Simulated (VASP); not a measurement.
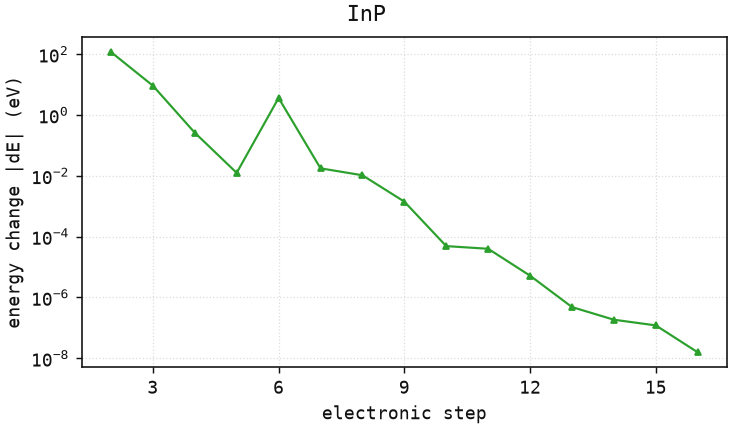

The plot shows the electronic steps of a calculation: energy change |dE|.

InP (2 atoms in the cell), run with VASP.

INCAR
```
ENCUT = 520.000000
SIGMA = 0.010000
EDIFF = 1.00e-07
ALGO = Normal
METAGGA = R2SCAN
PREC = Accurate
IBRION = -1
ISIF = 2
ISMEAR = 0
NBANDS = 16
NSW = 0
LASPH = .TRUE.
LCHARG = .FALSE.
LWAVE = .FALSE.
LREAL = .FALSE.
NELM = 65
LDAU = .TRUE.
LDAUTYPE = 2
LDAUL = 2 2 2
LDAUU = 4 4 4
```

KPOINTS
```
KPOINTS created by Atomic Simulation Environment
0
Gamma
8 8 8
0 0 0
```

POSCAR
```
In P
 1.0000000000000000
    -0.0000000000000000    2.9537876469139692    2.9537876469139692
     2.9537876469139692    0.0000000000000000    2.9537876469139692
     2.9537876469139692    2.9537876469139692    0.0000000000000000
 In  P
   1   1
Cartesian
  0.0000000000000000  0.0000000000000000  0.0000000000000000
  1.4768938234569844  1.4768938234569844  1.4768938234569844
```

Question: How did this run end?

Answer: The run converged; it took 16 steps. The energy change comes down, with one marked jump up, by a factor of about 300, at step 6. The jump at step 6 comes where the charge density, held fixed for the first 5 steps, starts to be updated.

Question: Is anything amiss with this input?

Answer: The input holds a fault (wrong count of Hubbard values). The SCF closed all the same, which doesn't make the results meaningful for the real system.
